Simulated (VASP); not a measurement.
System: KTaO$_{3}$, space group P1, 5 atoms in the cell, cubic perovskite type, strained and displaced.

```yaml
crystal:
  lattice:
    - [3.89750, 0.03270, -0.08700]
    - [0.03270, 4.06890, -0.04710]
    - [-0.08700, -0.04710, 4.11700]
  atoms:
    - { symbol: K, position: [0.98750, 0.02350, 0.99170] }
    - { symbol: Ta, position: [0.52690, 0.48470, 0.48870] }
    - { symbol: O, position: [0.47570, 0.46180, 0.01670] }
    - { symbol: O, position: [0.48890, 0.95890, 0.43990] }
    - { symbol: O, position: [0.96410, 0.47080, 0.47600] }
```

Level of theory: DFT, PBE, plane waves, PAW, 6×6×6 k mesh, 520 eV cutoff, Fermi-Dirac smearing of 0.02 eV; code VASP 6.6.1.

What does the calculation give for the electronic structure?

There is a gap; over the k points computed it is 2.42 eV (indirect; the smallest direct gap is 3.10 eV). The upper group of valence states starts about 6.2 eV under the valence-band top, with a gap beneath it; it holds about 18 electrons a cell. Within the window shown, the tallest peak of the filled states lies 11.2 eV under the valence-band top, at about 15 states per eV and cell.

The atoms aren't at rest in this cell (largest force 6.1 eV/Å), so the relaxed material can differ. The cell is at 12 GPa in this functional. Spin-orbit coupling is left out, which matters for Ta.

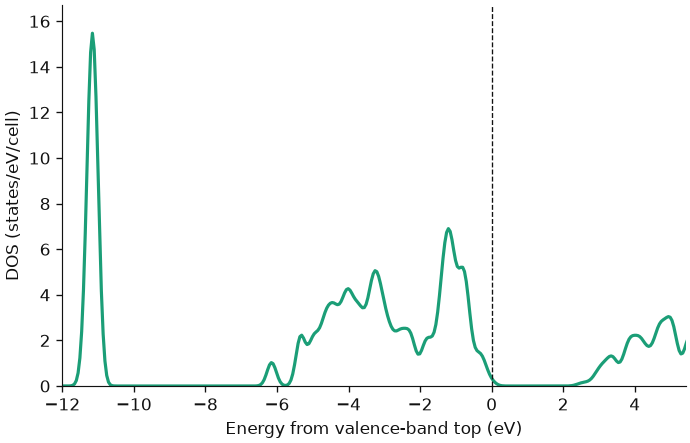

Density of states. Energies are counted from the top of the valence band. The curve is built from the levels of the k mesh with Gaussians 0.3 eV wide, which also blur the band edges.
